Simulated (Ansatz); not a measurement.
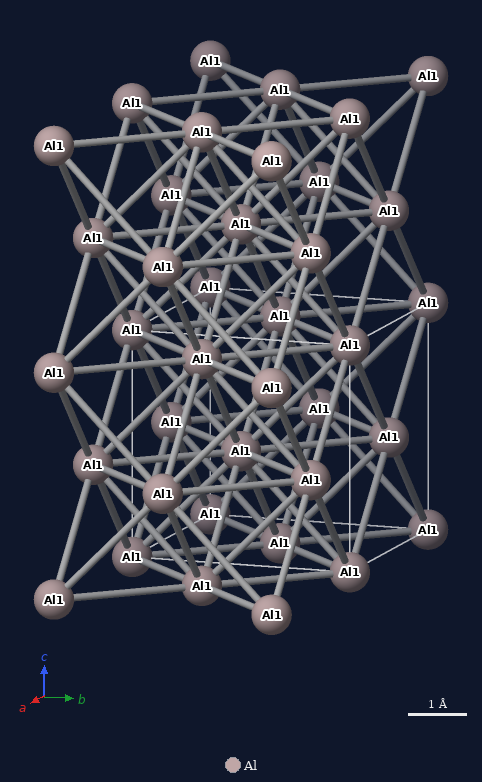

Figure 1. The structure of run A (ball-and-stick view of the cell 4 times as large as that of the calculation, set on its symmetry axes, repeated 2 × 1 × 2, seen slightly off an axis; atoms are numbered from 1 in the order of the input). An atom can appear more than once, as a periodic image.

## What a change does: geometry relaxation on Al

System: Al (1 atom in the cell).
Method of run A: DFT PBE, scalar-relativistic, plane waves, PAW, no spin polarisation (Ansatz 0.2.0).

The structure derives from an entry of the Crystallography Open Database. Text and figures count atoms from 1; the logs count them from 0 in places.

### Input file, run A
```yaml
crystal:
  lattice:
    - [0.0, 2.02398, 2.02398]
    - [2.02398, 0.0, 2.02398]
    - [2.02398, 2.02398, 0.0]
  atoms:
    - { symbol: Al, position: [0.0, 0.0, 0.0] }
basis:
  ecutwfc: 420
kpoints:
  mp_grid: { grid: [18, 18, 18] }
hamiltonian:
  xc: pbe
scf:
  occupations: { method: gaussian, width: 0.1 }
output:
  forces: true
  stress: true
  eigenvalues: true
  write_density: true
  write_potential: true
  elf: true
  volumetric_format: npy
relax:
  adjacent_minimum: "off"
  f_tol: 0.005
  max_steps: 80
  cell: { stress_tol: 0.05 }
```

Launched with:
```bash
ansatz run input.yaml --threads 4 --pin off --max-ram 10240MiB --backend cpu --events-out ev --progress --plain --runs-dir out
```

Hardware: 4 threads of Arm Neoverse V2, 24 GiB of memory available, shared host.

### Output, shortened to warnings, some set-up lines, iterations and results (run A)
```
Basis set: ecut = 420 eV, 331 PW (Γ), exchange–correlation on 40×40×40 points (8 copies of the dense FFT grid, shifted against one another)
Symmetry: 48 space group operations
k-points: 195 of 5832
Initial density: superposition of atomic densities (neutral atoms: chi_scale 0, normalization atom), corrected by the library's trained network
[...]
SCF iter   1: F=—  HF=-537.500964 eV  |F-HF|=—  |Δ(HF+E_count)|=         —  Δρ=4.58e-4  dr2=1.02e-5  ethr=1.77e-3  ⟨swp⟩=4.7  Hψ=9901  notcnv=0
SCF iter   2: F=—  HF=-537.501008 eV  |F-HF|=—  |Δ(HF+E_count)|=   4.38e-5  Δρ=2.31e-4  dr2=2.41e-6  ethr=3.39e-7  ⟨swp⟩=2.0  Hψ=2988  notcnv=0
SCF iter   3: F=-537.501018 eV  HF=-537.501018 eV  |F-HF|=1.56e-9  |Δ(HF+E_count)|=   1.02e-5  Δρ=1.43e-5  dr2=3.11e-8  ethr=8.02e-8  ⟨swp⟩=2.0  Hψ=1367  notcnv=0
SCF iter   4: F=-537.501018 eV  HF=-537.501018 eV  |F-HF|=7.86e-10  |Δ(HF+E_count)|=  2.47e-11  Δρ=4.59e-6  dr2=3.66e-9  ethr=1.04e-9  ⟨swp⟩=1.0  Hψ=1077  notcnv=0
SCF iter   5: F=-537.501018 eV  HF=-537.501018 eV  |F-HF|=1.40e-11  |Δ(HF+E_count)|=  7.07e-10  Δρ=4.98e-7  dr2=4.79e-11  ethr=1.22e-10  ⟨swp⟩=1.0  Hψ=1077  notcnv=0
[... 8 lines ...]
SCF iter   1: F=—  HF=-537.501078 eV  |F-HF|=—  |Δ(HF+E_count)|=         —  Δρ=5.14e-6  dr2=3.99e-10  ethr=4.06e-9  ⟨swp⟩=3.1  Hψ=13553  notcnv=0
SCF iter   2: F=—  HF=-537.501102 eV  |F-HF|=—  |Δ(HF+E_count)|=   2.35e-5  Δρ=2.73e-6  dr2=1.32e-10  ethr=1.33e-11  ⟨swp⟩=2.0  Hψ=1466  notcnv=0
SCF iter   3: F=-537.501102 eV  HF=-537.501102 eV  |F-HF|=5.57e-12  |Δ(HF+E_count)|=   1.42e-9  Δρ=2.51e-7  dr2=3.81e-12  ethr=1.00e-12  ⟨swp⟩=3.3  Hψ=4555  notcnv=0
SCF 3 converged in 3 iterations: F = -537.501102 eV  dr2 = 3.81e-12
relax step   3: F+E_penalty+E_count = -537.50110186 eV  Δ(F+E_penalty+E_count) = +4.738e-5 eV  max|allowed force component| = 0.000e0 eV/Å  Δτ_max = 0.0000 Å  P = +0.043 GPa  …
basis re-selected at this cell: Δ(F+E_penalty+E_count) = +4.738e-5 eV, ΔP = -0.004 GPa vs the last step (what re-selecting the basis moved, of the pressure what is left beyond the Pulay correction that the steps carried, after the strain that the cell walked since its last selection, with what the …
SCF converged after 3 iterations
Free energy (F): -537.501102 eV
Harris-Foulkes:  -537.501102 eV  (|F-HF|=5.57e-12)
Internal energy: -537.498175 eV  (E = F + TS)
E sigma→0 (E₀):  -537.499638 eV
Entropy (-TS):   -0.002927 eV (-2.927 meV/atom)
Fermi energy:    7.938400 eV
--- Per-component energies (eV) ---
  E_band       = 10.583253
  E_kinetic    = 22.775920
  E_local      = 9.902914  (includes V_loc(G=0)·N_el)
  E_nonlocal   = 10.315565
  E_hartree    = 0.104285
  E_xc         = -39.733935
  E_vxc        = -28.959932  (∫ρ·V_xc dr)
  E_paw        = -467.336684  (= ΣΔE_a)
  E_vpaw       = -3.659781  (= ΣTr[D̂ρ^β])
  E_aug_tail   = -0.000002  (compensation charges beyond the density's cutoff)
  E_ewald      = -73.526237
  E_smearing   = -0.002927  (= −TS)
  E_closure    = 0.000000  (closes the sum)
  Σ components = -537.501102   (vs F -537.501102, Δ=0.00e0)
--- Forces (eV/Å), atoms counted from 1 ---
  atom   1  Al     0.00000000     0.00000000     0.00000000
  max |Σ_I F_I| component: 2.82e-33 eV/Å
--- Stress (GPa, compression-positive) ---
        0.042838       0.000000       0.000000
        0.000000       0.042838       0.000000
        0.000000       0.000000       0.042838
  P = ⅓ Tr σ = 0.0428 GPa (0.428 kbar)
--- Relaxed structure (2 steps of the walk, 2 accepted, 1 SCFs on fresh bases) ---
  F+E_penalty+E_count = -537.50110186 eV   max|allowed force component| = 0.000e0 eV/Å   (the final SCF, on the basis selected at the relaxed cell)
  cell:  # Å, volume = 16.4924 Å³
    - [-2.038148813158236e-34, 2.0203111185150844, 2.0203111185150844]
    - [2.0203111185150844, -2.8024546180925743e-34, 2.0203111185150844]
    - [2.0203111185150844, 2.0203111185150844, 2.547686016447795e-35]
  atoms:
    - { symbol: Al, position: [0.0, 0.0, 0.0] }
```

The input of run B differs as follows (lines with − go, lines with + come):
```diff
-  mp_grid: { grid: [18, 18, 18] }
+  mp_grid: { grid: [6, 6, 6] }
-  write_density: true
-  write_potential: true
-  elf: true
-  volumetric_format: npy
```

Predict how the results change.

The free energy of run B is 68.1 meV per atom lower, which measures how much it depends on this numerical setting. The volume per atom goes from 16.49 to 16.61 Å³. The SCF takes 11 iterations over all geometry steps against 12. The irreducible k-points go from 195 to 16.

### Output, shortened to warnings, some set-up lines, iterations and results (run B)
```
Basis set: ecut = 420 eV, 331 PW (Γ), exchange–correlation on 40×40×40 points (8 copies of the dense FFT grid, shifted against one another)
Symmetry: 48 space group operations
k-points: 16 of 216
Initial density: superposition of atomic densities (neutral atoms: chi_scale 0, normalization atom), corrected by the library's trained network
[...]
SCF iter   1: F=—  HF=-537.569185 eV  |F-HF|=—  |Δ(HF+E_count)|=         —  Δρ=1.55e-3  dr2=3.54e-4  ethr=1.77e-3  ⟨swp⟩=4.6  Hψ=810  notcnv=0
SCF iter   2: F=—  HF=-537.569145 eV  |F-HF|=—  |Δ(HF+E_count)|=   3.99e-5  Δρ=7.86e-4  dr2=9.10e-5  ethr=1.18e-5  ⟨swp⟩=1.1  Hψ=225  notcnv=0
SCF iter   3: F=—  HF=-537.569161 eV  |F-HF|=—  |Δ(HF+E_count)|=   1.56e-5  Δρ=3.09e-5  dr2=1.70e-7  ethr=3.03e-6  ⟨swp⟩=1.0  Hψ=88  notcnv=0
SCF iter   4: F=-537.569161 eV  HF=-537.569161 eV  |F-HF|=2.63e-9  |Δ(HF+E_count)|=   2.70e-8  Δρ=8.40e-6  dr2=1.23e-8  ethr=5.67e-9  ⟨swp⟩=1.0  Hψ=88  notcnv=0
SCF iter   5: F=-537.569161 eV  HF=-537.569161 eV  |F-HF|=5.34e-12  |Δ(HF+E_count)|=   2.43e-9  Δρ=5.66e-7  dr2=3.75e-11  ethr=4.09e-10  ⟨swp⟩=1.0  Hψ=88  notcnv=0
[... 7 lines ...]
relax step   2: F+E_penalty+E_count = -537.56915639 eV  Δ(F+E_penalty+E_count) = +4.418e-6 eV  max|allowed force component| = 0.000e0 eV/Å  Δτ_max = 0.0000 Å  P = -0.014 GPa  …
SCF iter   1: F=—  HF=-537.569133 eV  |F-HF|=—  |Δ(HF+E_count)|=         —  Δρ=9.59e-7  dr2=5.36e-11  ethr=7.11e-9  ⟨swp⟩=2.8  Hψ=1112  notcnv=0
SCF iter   2: F=-537.569156 eV  HF=-537.569156 eV  |F-HF|=2.39e-12  |Δ(HF+E_count)|=   2.38e-5  Δρ=1.22e-7  dr2=8.65e-13  ethr=1.00e-12  ⟨swp⟩=3.8  Hψ=452  notcnv=0
SCF 3 converged in 2 iterations: F = -537.569156 eV  dr2 = 8.65e-13
relax step   3: F+E_penalty+E_count = -537.56915639 eV  Δ(F+E_penalty+E_count) = -8.527e-12 eV  max|allowed force component| = 0.000e0 eV/Å  Δτ_max = 0.0000 Å  P = -0.014 GPa …
basis re-selected at this cell: Δ(F+E_penalty+E_count) = -8.527e-12 eV, ΔP = +0.001 GPa vs the last step (what re-selecting the basis moved, of the pressure what is left beyond the Pulay correction that the steps carried, after the strain that the cell walked since its last selection, with what the …
SCF converged after 2 iterations
Free energy (F): -537.569156 eV
Harris-Foulkes:  -537.569156 eV  (|F-HF|=2.39e-12)
Internal energy: -537.565735 eV  (E = F + TS)
E sigma→0 (E₀):  -537.567446 eV
Entropy (-TS):   -0.003421 eV (-3.421 meV/atom)
Fermi energy:    8.237904 eV
--- Per-component energies (eV) ---
  E_band       = 10.352321
  E_kinetic    = 22.541867
  E_local      = 9.764708  (includes V_loc(G=0)·N_el)
  E_nonlocal   = 10.418624
  E_hartree    = 0.094164
  E_xc         = -39.697157
  E_vxc        = -28.903097  (∫ρ·V_xc dr)
  E_paw        = -467.330004  (= ΣΔE_a)
  E_vpaw       = -3.658106  (= ΣTr[D̂ρ^β])
  E_aug_tail   = -0.000002  (compensation charges beyond the density's cutoff)
  E_ewald      = -73.357935
  E_smearing   = -0.003421  (= −TS)
  E_closure    = 0.000000  (closes the sum)
  Σ components = -537.569156   (vs F -537.569156, Δ=0.00e0)
--- Forces (eV/Å), atoms counted from 1 ---
  atom   1  Al     0.00000000     0.00000000    -0.00000000
  max |Σ_I F_I| component: 1.54e-32 eV/Å
--- Stress (GPa, compression-positive) ---
       -0.013596       0.000000       0.000000
        0.000000      -0.013596       0.000000
        0.000000       0.000000      -0.013596
  P = ⅓ Tr σ = -0.0136 GPa (-0.136 kbar)
--- Relaxed structure (2 steps of the walk, 2 accepted, 1 SCFs on fresh bases) ---
  F+E_penalty+E_count = -537.56915639 eV   max|allowed force component| = 0.000e0 eV/Å   (the final SCF, on the basis selected at the relaxed cell)
  cell:  # Å, volume = 16.6062 Å³
    - [-6.623983642764267e-34, 2.0249462374370233, 2.0249462374370233]
    - [2.0249462374370233, -2.0381488131582354e-34, 2.0249462374370233]
    - [2.0249462374370233, 2.0249462374370233, 3.566760423026913e-34]
  atoms:
    - { symbol: Al, position: [0.0, 0.0, 0.0] }
```

### The two runs side by side

```csv
quantity,run A,run B
outcome,converged,converged
free energy per atom (eV),−537.5011,−537.5692
"energy per atom, smearing taken to zero (eV)",−537.4996,−537.5674
gap on the mesh (eV),0.00,0.00
pressure (GPa),0.04,−0.01
volume per atom (Å³),16.49,16.61
largest force (eV/Å),0.000,0.000
SCF iterations,12,11
irreducible k-points,195,16
```

For run B: These settings are looser than, or depart from, a standard set-up, so the numbers are not reference values for this system.
